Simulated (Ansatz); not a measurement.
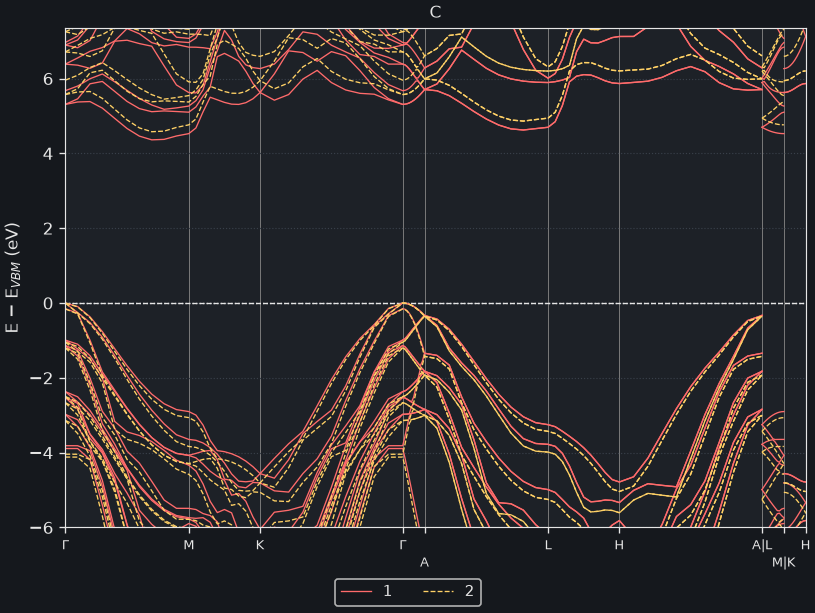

Band structures of C, space group P6_3/mmc, 12 atoms in the cell (a = 2.522 Å, c = 12.356 Å (hexagonal axes)), by two methods on the same cell. Each is counted from its own valence-band top.

### Which curve is which? The methods: m-r2SCAN, revPBE.

1 is revPBE; 2 is m-r2SCAN. revPBE gives a gap of 4.36 eV along the path and m-r2SCAN gives a gap of 4.58 eV along the path.

Settings. revPBE: Ansatz PAW, no spin polarisation, no spin-orbit coupling, 12×12×3 k mesh, 420 eV cutoff, Fermi-Dirac smearing of 0.05 eV (Ansatz 0.2.0). m-r2SCAN: Ansatz PAW, no spin polarisation, no spin-orbit coupling, 12×12×3 k mesh, 500 eV cutoff, Fermi-Dirac smearing of 0.05 eV (Ansatz).

The cell is at −2 GPa in m-r2SCAN and 7 GPa in revPBE. The PAW data sets were made with another functional. This is a hexagonal form of diamond, not graphite. LDA, GGA and most meta-GGA functionals understate gaps.
